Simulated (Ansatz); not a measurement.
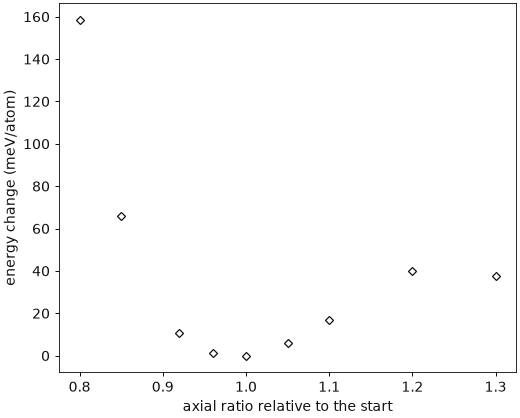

**Figure.** Energy change against relative axial ratio for Si, space group I4/mmm (No. 139).

The energy change is 158 meV/atom at relative axial ratio 0.80 and 38 meV/atom at 1.30; the lowest computed point is at relative axial ratio 1.00 (0 meV/atom); the curve passes over a maximum at 1.20 (40 meV/atom) and turns down again towards the edge of the range.

Method: deformation of a crystal at fixed volume, lengths along the axis scaled against those across it, fractional coordinates fixed, by plane-wave density functional theory with PAW datasets, free energies less that of the undisturbed cell; scalar-relativistic (Ansatz 0.2.0). Level: PBE with D3(BJ), no spin polarisation.

- wave cutoff: 420 eV
- k mesh: 26×26×26
- occupations: Gaussian
- smearing width: 0.15 eV
- k shift: (0, 0, 0) (mesh steps)
- start: as given
- path: tetragonal
- axis direction: (0, 0, 1) (Cartesian unit vector)

Structure:
```yaml
crystal:
  lattice:
    - [-1.62691, 1.62691, 1.32033]
    - [1.62691, -1.62691, 1.32033]
    - [1.62691, 1.62691, -1.32033]
  atoms:
    - { symbol: Si, position: [0.00000, 0.00000, 0.00000] }
```

Keep in mind: reference crystal is not relaxed; shape and atomic fractions are frozen while scaling, which makes layered, chain and framework solids too stiff.
